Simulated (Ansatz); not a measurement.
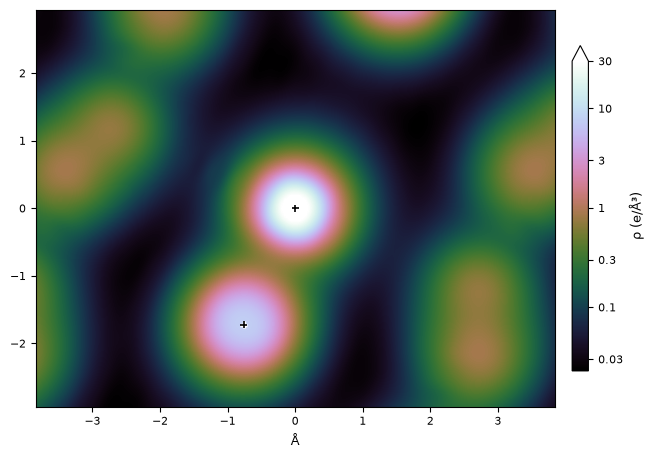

The valence charge density (pseudo) on a plane through atoms (crosses mark nuclei in the plane).

Method: DFT PBE+D3(BJ), scalar-relativistic, plane waves, PAW in Ansatz.

Candidates:
A. ZnO, a = 3.27 Å, b = 3.27 Å, c = 6.17 Å, α = 90.00°, β = 90.00°, γ = 120.00°. Space group P6₃/mmc; a structure from a database of computed crystals, not necessarily the ambient phase.
B. C, a = 2.47 Å, b = 4.27 Å, c = 6.78 Å, α = 90.00°, β = 90.00°, γ = 90.00°. Space group Fmmm.

Which candidate gave the map?

Candidate A: ZnO on the (111) plane of the conventional cell, which holds Zn and O. Zn–O (1.89 Å): ρ is about 0.74 e/Å³ halfway.
